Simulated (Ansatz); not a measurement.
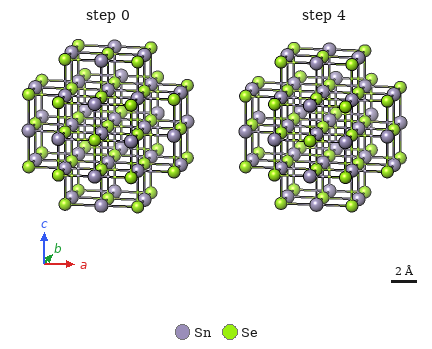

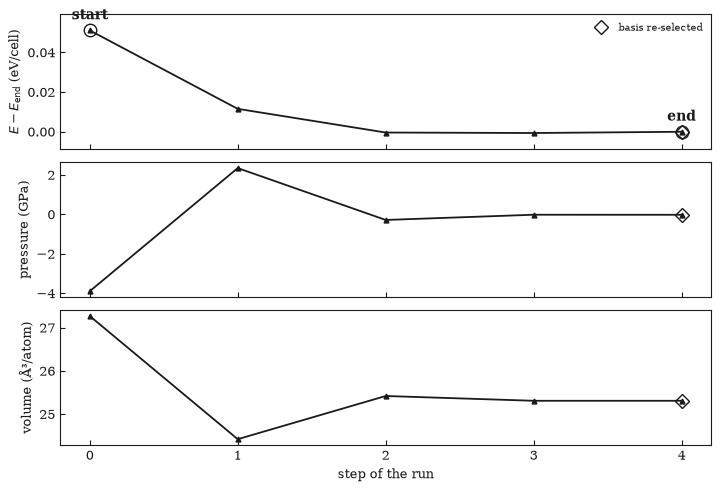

First and last geometry of a relaxation of solid SnSe (set up in Fm-3m), with the history of the run. The picture is a ball-and-stick view of the conventional cell (4 times the calculation's cell), seen slightly off an axis. Lengths and directions refer to the drawn axes.

The run lets cell and atoms move.

Computed with Kohn-Sham DFT of a periodic cell, PBEsol with D3(BJ), Ansatz PAW in Ansatz 0.2.0.

Input
```yaml
crystal:
  lattice:
    - [0.0, 3.01, 3.01]
    - [3.01, 0.0, 3.01]
    - [3.01, 3.01, 0.0]
  atoms:
    - { symbol: Sn, position: [0.0, 0.0, 0.0] }
    - { symbol: Se, position: [0.5, 0.5, 0.5] }
hamiltonian:
  xc: pbesol
  pseudopotentials: { kind: paw }
  dispersion: d3bj
kpoints:
  mp_grid: { grid: [8, 8, 8] }
scf:
  occupations: { method: fermi_dirac, width: 0.05 }
output:
  forces: true
  stress: true
relax:
  f_tol: 0.01
  max_steps: 40
  cell: { stress_tol: 0.05 }
```

Command:
```bash
ansatz run input.yaml --threads 2 --pin off --max-ram 5120MiB --backend cpu --events-out ev --progress --plain --runs-dir out
```

Did the run converge, and what did it change?

It converged. Over 3 accepted moves (4 points after the start) the energy falls by 51.2 meV per cell of the calculation. All forces vanish by symmetry, so only the cell relaxes. The pressure goes from −3.89 to −0.02 GPa. The SCF was repeated once at an unchanged geometry on a basis and grid sized afresh for the cell, which shifted the energy by 0.6 meV per cell of the calculation at most. The atoms keep their places relative to the cell (all moves are under 0.005 Å). The volume changes by −7.2 %, with a = b = c 6.020 → 5.872 Å (−2.5 %). Near-neighbour distances that change, for instance: Se–Sn 3.010 → 2.936 Å. The space group stays Fm-3m (No. 225). The run took 6.9 s on 2 threads of Arm Neoverse N1, on a shared host, peak memory 0.34 GiB.
